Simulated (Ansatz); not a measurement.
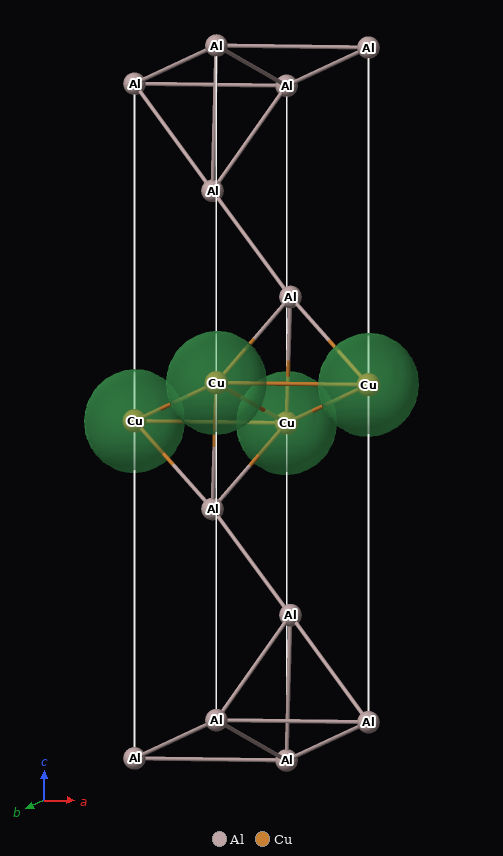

Al5Cu. Isosurface of the valence electron density at 0.4 e/Å³ (green), seen at an oblique angle. Sticks mark near contacts.

Space group P-3m1; a structure generated by program, which may or may not match a known phase; changed on purpose from its base cell (volume × 1.10, shape and atoms relaxed); computed pressure about −6 GPa in this cell; computed without spin polarisation.

Computed with DFT PBE, scalar-relativistic, plane waves, PAW in Ansatz 0.2.0.

Core electrons are frozen (PAW), and the valence fields are smoothed inside the atomic spheres.

Input file:

```
crystal:
  lattice:
    - [2.9432919714, -2.99e-08, 0.0]
    - [-1.4716459598, 2.548965633, 0.0]
    - [0.0, 0.0, 13.7327960109]
  atoms:
    - { symbol: Al, position: [0.0, 0.0, 0.0] }
    - { symbol: Al, position: [0.3333333333, 0.6666666667, 0.8241877271] }
    - { symbol: Al, position: [0.6666666667, 0.3333333333, 0.6492786513] }
    - { symbol: Al, position: [0.3333333333, 0.6666666667, 0.3507213487] }
    - { symbol: Al, position: [0.6666666667, 0.3333333333, 0.1758122729] }
    - { symbol: Cu, position: [0.0, 0.0, 0.5] }
basis:
  ecutwfc: 420
kpoints:
  mp_grid: { grid: [18, 18, 4] }
hamiltonian:
  xc: pbe
scf:
  occupations: { method: gaussian, width: 0.1 }
output:
  forces: true
  stress: true
  eigenvalues: true
  write_density: true
  write_potential: true
  elf: true
  volumetric_format: npy
relax:
  adjacent_minimum: "off"
  f_tol: 0.01
  max_steps: 30
  cell: { stress_tol: 0.1, fix: [volume] }
```

Command:

```sh
ansatz run input.yaml --threads 4 --pin off --max-ram 8192MiB --backend cpu --events-out ev --progress --plain --runs-dir out
```

Below, planes, directions and counts refer to the conventional cell (a = 2.95 Å, b = 2.95 Å, c = 13.69 Å, α = 90.00°, β = 90.00°, γ = 120.00°).

The fields are those of the run's last geometry, not of the input's.

> What does this surface tell about the bonding?

At this value the density breaks into separate islands; it holds about 50 % of the electrons treated as valence (semicore included). It bridges none of the near contacts. It is pinched off along the sampled Al–Cu (2.65 Å), Al–Al (2.94 Å) and Cu–Cu (2.95 Å) contacts. On the grid the lowest density along these lines, outside the cores, is 0.22 e/Å³ (Al–Cu, 2.65 Å), 0.19 e/Å³ (Al–Al, 2.94 Å) and 0.16 e/Å³ (Cu–Cu, 2.95 Å).

> Does the calculation give a band gap?

It is metallic or semimetallic at this level of theory: no gap opens.
